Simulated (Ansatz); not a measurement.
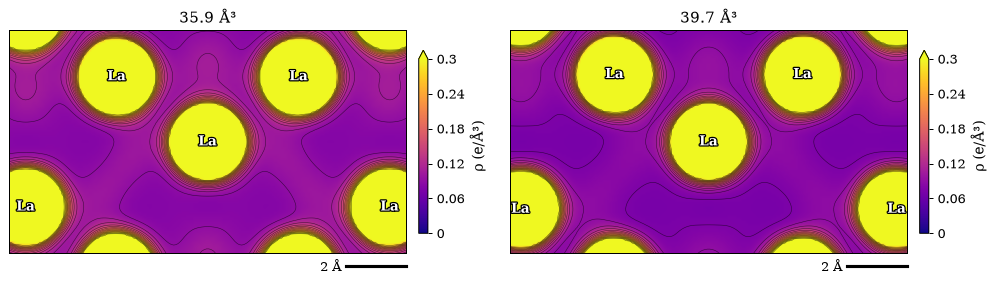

La. The valence electron density of cells scaled evenly to different volumes (given per atom above each panel), on the (110) plane of each (indices in the axes of the cell below), at one length scale and on one colour scale.

These are results of Kohn-Sham DFT of a periodic cell, PBE, Ansatz PAW (Ansatz 0.2.0), not measurements.

The density is the valence pseudo-density of a PAW calculation; it isn't the true density close to the nuclei.

The largest cell:

```cif
data_structure
_symmetry_space_group_name_H-M 'P 1'
_symmetry_Int_Tables_number 1
_cell_length_a 3.8439
_cell_length_b 3.8439
_cell_length_c 12.3975
_cell_angle_alpha 90.000
_cell_angle_beta 90.000
_cell_angle_gamma 120.000
_cell_volume 158.64
loop_
_atom_site_label
_atom_site_type_symbol
_atom_site_fract_x
_atom_site_fract_y
_atom_site_fract_z
_atom_site_occupancy
La1 La 0.66667 0.33333 0.25000 1
La2 La 0.33333 0.66667 0.75000 1
La3 La 0.00000 0.00000 0.50000 1
La4 La 0.00000 0.00000 0.00000 1
```

| volume (Å³/atom) | La–La contact in the plane (Å) | ρ at its midpoint (e/Å³) | pressure (GPa) | 
| --- | --- | --- | --- |
| 35.92 | 3.688 | 0.101 | 0.9 | 
| 38.16 | 3.763 | ? | ? | 
| 39.66 | 3.812 | 0.088 | −1.6 | 

Q: What values belong in the row with question marks?

A: Over the known rows ln ρ falls by 1.11 per Å of La–La distance (the line through the two), which gives 0.093 e/Å³ at 3.763 Å; the calculation gives 0.093 e/Å³. For the pressure, a straight line in volume between the neighbouring rows gives −0.6 GPa; the calculation gives −0.7.
